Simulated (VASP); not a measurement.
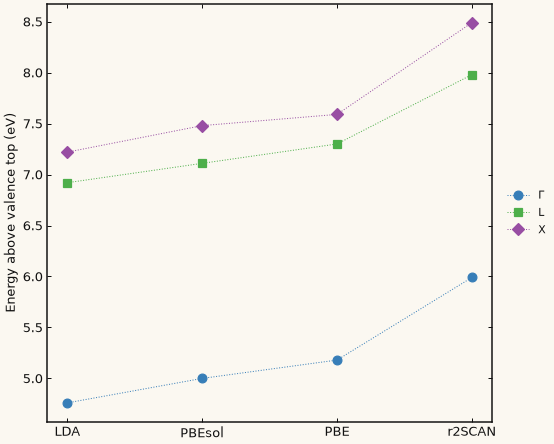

Lowest conduction level at each named k point, counted from the valence-band top at Γ, by several methods on one cell of rocksalt NaCl, space group Fm-3m, 2 atoms in the primitive cell; cubic a = 5.608 Å. All runs are without spin-orbit coupling and carry no moments.

```csv
method,program,Γ (eV),L (eV),X (eV)
LDA,VASP,4.76,6.92,7.22
PBEsol,VASP,5.00,7.11,7.48
PBE,VASP,5.18,7.30,7.59
r2SCAN,VASP,5.99,7.98,8.49
```

Q: What does PBE0 give? It was run as: PBE0, VASP PAW PBE potentials, release 64 (Na_pv, Cl), 6×6×6 k mesh, 520 eV cutoff, Gaussian smearing of 0.03 eV (VASP 6.6.1).

A: Exact exchange opens the gap over the semilocal values shown, the highest of which is 5.99 eV (r2SCAN) at Γ. PBE0 gives 7.27 eV at Γ, 9.39 eV at L and 9.80 eV at X, which is +2.09 eV from PBE at Γ.

Q: Does PBE0 shift these levels rigidly from PBE?

A: The shifts are +2.09 eV at Γ, +2.09 eV at L and +2.21 eV at X: a spread of 0.12 eV on a mean of 2.13 eV, so one shift describes them well.

Q: How do the methods rank at Γ?

A: From low to high: LDA 4.76, PBEsol 5.00, PBE 5.18, r2SCAN 5.99, PBE0 7.27 eV.

Settings. LDA: VASP PAW LDA potentials, release 64 (Na_pv, Cl), 8×8×8 k mesh, 520 eV cutoff, Gaussian smearing of 0.03 eV (VASP). PBEsol: VASP PAW PBE potentials, release 64 (Na_pv, Cl), 8×8×8 k mesh, 600 eV cutoff, Gaussian smearing of 0.03 eV (VASP 6.6.1). PBE: VASP PAW PBE potentials, release 64 (Na_pv, Cl), 8×8×8 k mesh, 520 eV cutoff, Gaussian smearing of 0.03 eV (VASP). r2SCAN: VASP PAW PBE potentials, release 64 (Na_pv, Cl), 8×8×8 k mesh, 520 eV cutoff, Gaussian smearing of 0.03 eV (VASP 6.6.1).

These are five of the 7 methods that were run on this cell. The cell was derived from a database entry in an earlier step, so it needn't be the measured one. LDA, GGA and most meta-GGA functionals understate gaps. PBEsol, r2SCAN and PBE0: the PAW data sets were made with another functional.
